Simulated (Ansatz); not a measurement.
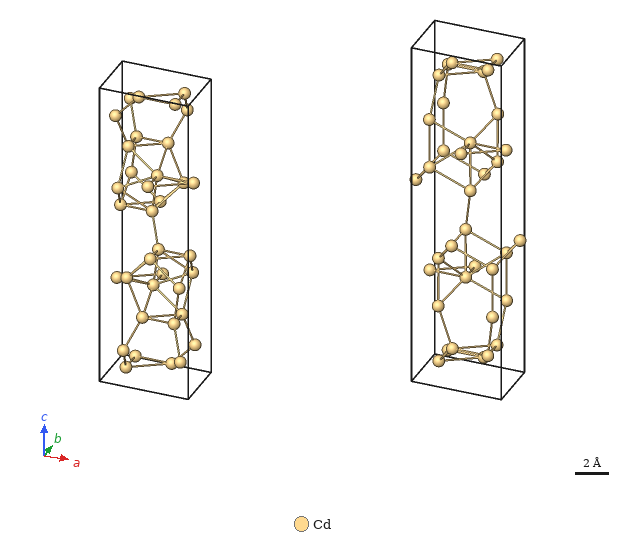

Two geometries of solid Cd (built on the alpha-boron_166 type) (coarse preliminary run), drawn at one scale. One is the start of a relaxation, the other its converged end. The picture is a ball-and-stick view of the conventional cell (3 times the calculation's cell), seen slightly off an axis. Lengths and directions refer to the drawn axes.

These are results of DFT PBEsol, scalar-relativistic, plane waves, PAW in Ansatz 0.2.0, not measurements. Set-up: plane-wave cutoff 420 eV; k-point mesh 3 × 3 × 3; occupations gaussian; smearing width 0.1 eV; no spin polarisation; cell and atoms relaxed; force threshold 0.04 eV/Å; at most 70 steps.

**Which one is relaxed?**

The right one is the relaxed one. Case: alpha-boron type (R-3m, No. 166). Over 14 accepted moves (17 points after the start) the energy falls by 565 meV per atom. Largest force component: 3.4 eV/Å at the start, 0.016 eV/Å at the end. The pressure goes from 21.20 to 0.07 GPa. The line search rejected the trial step at point 5 of the run. The SCF was repeated twice at an unchanged geometry on a basis and grid sized afresh for the cell, which shifted the energy by 8.1 meV per atom at most. The largest moves relative to the cell, 1.05 Å, are those of Cd atoms. The drawn cell changes as follows: a = b 7.203 → 7.297 Å (+1.3 %), c 18.425 → 20.957 Å (+13.7 %); the volume changes by +16.7 %. Some distances before and after: Cd–Cd 2.568 → 4.418 Å, Cd–Cd 4.634 → 2.879 Å, Cd–Cd 2.614 → 3.023 Å, Cd–Cd 2.637 → 3.001 Å. New bonds form: Cd–Cd (4.63 → 2.88 Å). Bonds break: Cd–Cd (2.57 → 4.42 Å). Among the angles between lasting bonds that change: Cd–Cd–Cd 129.2° → 161.0°, Cd–Cd–Cd 124.0° → 107.6°, Cd–Cd–Cd 107.0° → 99.3°. The space group stays R-3m (No. 166). The run took of the order of 6 core-minutes on a shared host.
